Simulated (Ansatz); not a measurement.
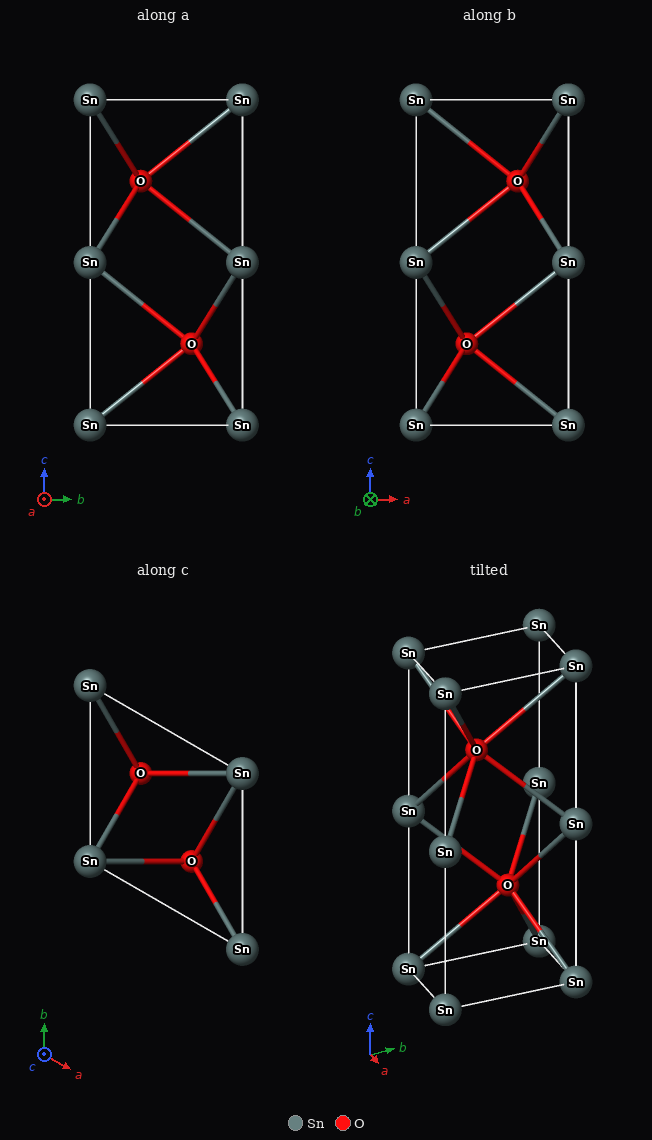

A ball-and-stick rendering, viewed along the a axis, along the b axis, along the c axis and slightly off an axis. Atoms at the boundary of the conventional unit cell (the box) are drawn once for each face, edge or corner they touch.

Lattice parameters: a = 3.4751 Å, b = 3.4751 Å, c = 6.4241 Å, α = 90.000°, β = 90.000°, γ = 120.000°.

> Reconstruct the structure as a CIF with its space group and independent sites.

```cif
data_structure
_symmetry_space_group_name_H-M 'P 63/m m c'
_symmetry_Int_Tables_number 194
_cell_length_a 3.4751
_cell_length_b 3.4751
_cell_length_c 6.4241
_cell_angle_alpha 90.000
_cell_angle_beta 90.000
_cell_angle_gamma 120.000
_cell_volume 67.18
loop_
_atom_site_label
_atom_site_type_symbol
_atom_site_symmetry_multiplicity
_atom_site_Wyckoff_symbol
_atom_site_fract_x
_atom_site_fract_y
_atom_site_fract_z
_atom_site_occupancy
Sn1 Sn 2 a 0.0000 0.0000 0.0000 1
O1 O 2 c 0.3333 0.6667 0.2500 1
```

The initial geometry was a structure type filled with these elements by a generator (whether the compound takes this form wasn't checked). A relaxation with DFT, PBE, plane waves, PAW in Ansatz 0.2.0 gave the geometry drawn.
